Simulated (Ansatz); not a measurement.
Read the following structure.

```
Ga N
1.0
     5.11295    0.00000    0.00000
     0.00000    5.11295    0.00000
     0.00000    0.00000    5.11295
Ga N
4 4
Direct
  0.00000 0.00000 0.00000
  0.00000 0.50000 0.50000
  0.50000 0.00000 0.50000
  0.50000 0.50000 0.00000
  0.25000 0.25000 0.25000
  0.25000 0.75000 0.75000
  0.75000 0.25000 0.75000
  0.75000 0.75000 0.25000
```

What crystal do these data define?

The compound is GaN. Space group: F-43m (No. 216). Lattice: face-centred cubic. Among the common structure types it is zinc blende (sphalerite type). It has 8 atoms to the cell (4 Ga, 4 N). The polyhedra are GaN4 tetrahedra; they share corners. Ga bonds to four N in a tetrahedral arrangement at 2.21 Å. N is surrounded by four Ga in a tetrahedral arrangement at 2.21 Å. The bonds build a three-dimensional framework.

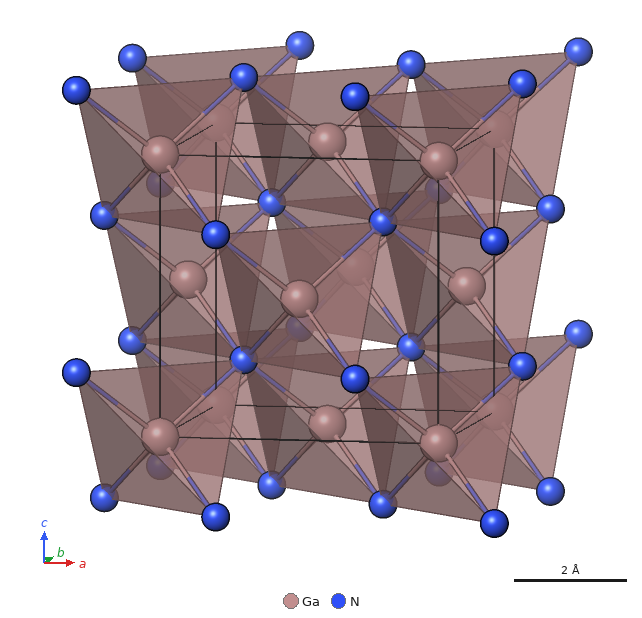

The crystal in a polyhedral representation, seen slightly off an axis. Lines trace the edges of the conventional unit cell. Some neighbours outside the box are added.

Origin of the cell: a structure listed in the Materials Project. Earlier steps of the study may have refined or changed the cell and positions. It was the input of a calculation with Ansatz.

At this level of theory the cell isn't at rest (stretched, at -12 GPa), so its distances can differ from those at equilibrium, the more so the softer the solid.
